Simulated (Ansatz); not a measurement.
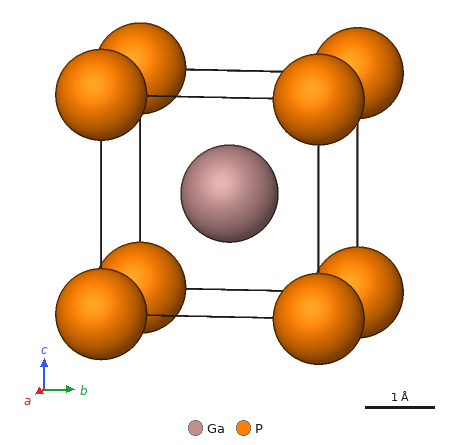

A spheres-only rendering, viewed slightly off an axis. The edges of the simulation cell are marked.

Input for the calculation:
```yaml
crystal:
  lattice:
    - [3.2156924662, 0.0, 0.0]
    - [0.0, 3.2156924662, 0.0]
    - [0.0, 0.0, 3.2156924662]
  atoms:
    - { symbol: Ga, position: [0.5, 0.5, 0.5] }
    - { symbol: P, position: [0.0, 0.0, 0.0] }
basis:
  ecutwfc: 420
kpoints:
  mp_grid: { grid: [18, 18, 18] }
  band_path:
    path:
      - [[0.0, 0.0, 0.0], [0.0, 0.5, 0.0], [0.5, 0.5, 0.0], [0.0, 0.0, 0.0], [0.5, 0.5, 0.5], [0.0, 0.5, 0.0]]
      - [[0.5, 0.5, 0.5], [0.5, 0.5, 0.0]]
    npoints: 14
hamiltonian:
  xc: pbe
scf:
  occupations: { method: gaussian, width: 0.1 }
  n_extra_bands: 6
output:
  forces: true
  stress: true
  eigenvalues: true
  populations: true
  dos: { projected: true, de: 0.02, nscf_kmesh: { grid: [22, 22, 22] } }
  bader: true
  write_density: true
  write_potential: true
  elf: true
  volumetric_format: npy
```
Run as:
```sh
ansatz run input.yaml --threads 1 --pin off --max-ram 2560MiB --backend cpu --events-out ev --progress --plain --runs-dir out
```

Method used: DFT PBE, scalar-relativistic, plane waves, PAW (Ansatz 0.2.0). It ran with plane-wave cutoff 420 eV, an 18×18×18 mesh of k-points, Gaussian smearing of 0.1 eV, no spin polarisation.

State the Bader charges by element.

Answer. Ga +0.58 e; P -0.58 e.

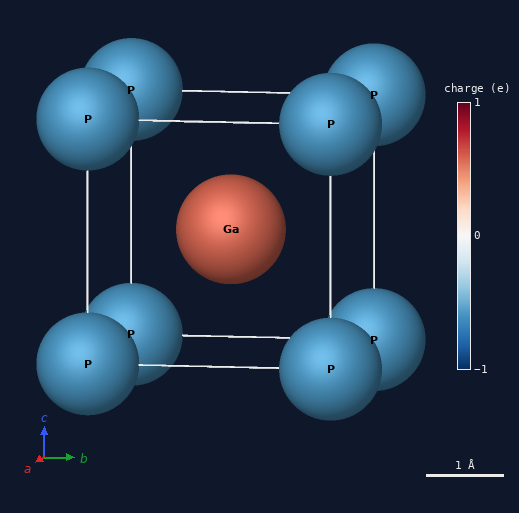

The atoms coloured by those charges.

It derives from a random cell made by a generator, so it need not be a real form of the compound. Earlier steps of the study may have refined or changed the cell and positions. A calculation with Ansatz used it as input.
